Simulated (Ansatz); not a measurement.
Se

```
Se
1.0
     3.33303    0.00000    0.00000
     0.00000    3.33303    0.00000
     0.00000    0.00000    3.33303
Se
2
Direct
  0.00000 0.00000 0.00000
  0.50000 0.50000 0.50000
```

Space group Im-3m; a structure from a database of computed crystals, not necessarily the ambient phase; changed on purpose from its base cell (volume × 0.91); computed pressure about 8 GPa in this cell.

Level of theory: Ansatz 0.2.0, DFT PBE, scalar-relativistic, plane waves, PAW.

The density is the valence pseudo-density of a PAW calculation; it isn't the true density close to the nuclei.

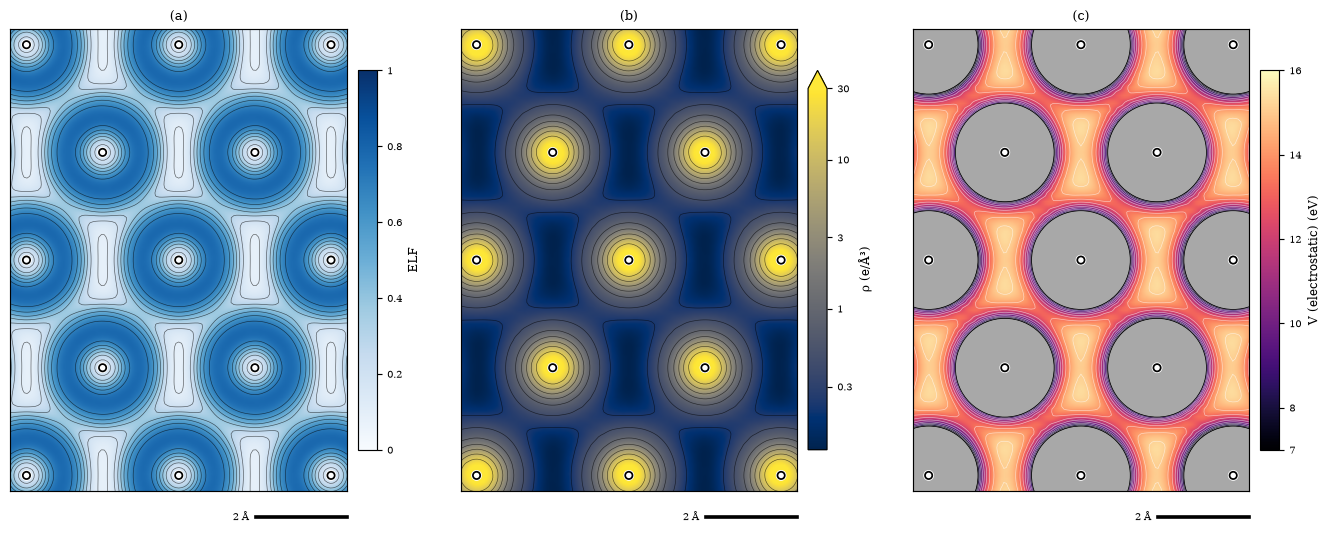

Figure 1. (a) electron localisation function; (b) valence charge density (pseudo); (c) electrostatic potential (local pseudopotential plus Hartree) felt by an electron on the (011̄) plane of the conventional cell. Circles mark the nuclei in the plane (Se). Grey discs cover the atomic cores in the potential map.

**Interpret the plot.**

The section cuts through Se sites.
Se–Se (2.89 Å): ρ at the midpoint is about 0.26 e/Å³; the ELF is about 0.35 at the midpoint.
Between the atoms the lowest density in this plane is 0.11 e/Å³.
Outside the cores the potential energy rises away from the atoms and is highest about 1.7 Å from the nearest atoms; its zero is arbitrary.

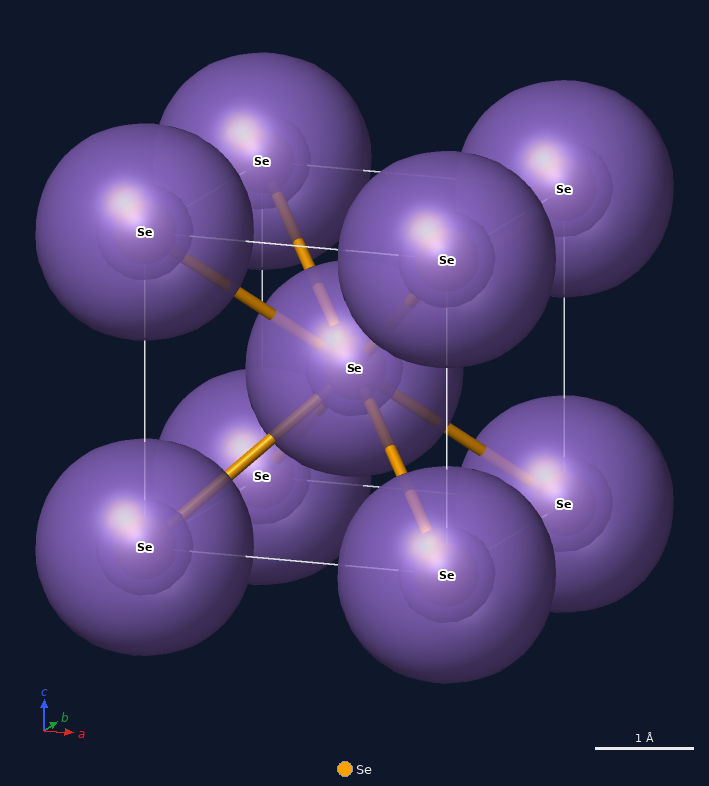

Figure 2. Isosurface of the electron localisation function at 0.6 (purple), seen slightly off an axis. Only the valence region is drawn (cores and ρ < 0.01 e/Å³ removed). Sticks mark near contacts.

**Describe the localisation domains.**

At this value the surface marks out two regions wrapped around Se (the valence shell of each), counted in one cell of 2 atoms. Regions shared between cells count once.

**Metal or insulator at this level of theory?**

It is gapless in this calculation (a metal or semimetal).
